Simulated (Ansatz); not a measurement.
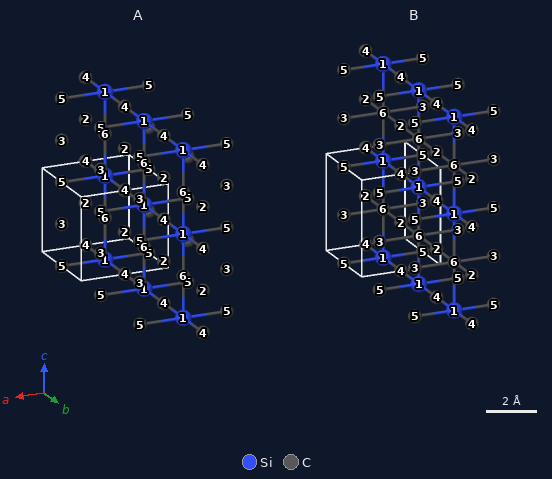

Two geometries of solid SiC5 (a generated structure, set up in P4/mmm) (coarse preliminary run), drawn at one scale. One is the start of a relaxation, the other its converged end. Style: ball-and-stick. Shown: the cell of the calculation, repeated 1 × 3 × 2 with one cell outlined, from a free direction.

These are results of DFT PBE, scalar-relativistic, plane waves, PAW in Ansatz 0.2.0, not measurements. Set-up: plane-wave cutoff 420 eV; k-point mesh 6 × 6 × 4; occupations gaussian; smearing width 0.1 eV; no spin polarisation; cell and atoms relaxed; force threshold 0.04 eV/Å; at most 70 steps.

Which geometry has the lower energy?

Structure A is the relaxed one. No atom moves by more than 0.005 Å relative to the cell. The volume changes by +5.4 %, with a = b 3.475 → 3.834 Å (+10.3 %), c 4.136 → 3.582 Å (−13.4 %). Some distances before and after: Si1–C6 2.068 → 1.791 Å, C2–C6 1.738 → 1.917 Å, Si1–C4 1.738 → 1.917 Å. The space group stays P4/mmm (No. 123). The energy falls by 240 meV per atom in 8 accepted moves (10 points after the start). All forces vanish by symmetry, so only the cell relaxes. Pressure: 15.58 GPa at the start and −0.12 GPa at the end. The SCF was repeated twice at an unchanged geometry on a basis and grid sized afresh for the cell, which shifted the energy by 8.7 meV per atom at most.

Limits of the set-up: the k-point mesh is coarse for a cell with partly filled bands.
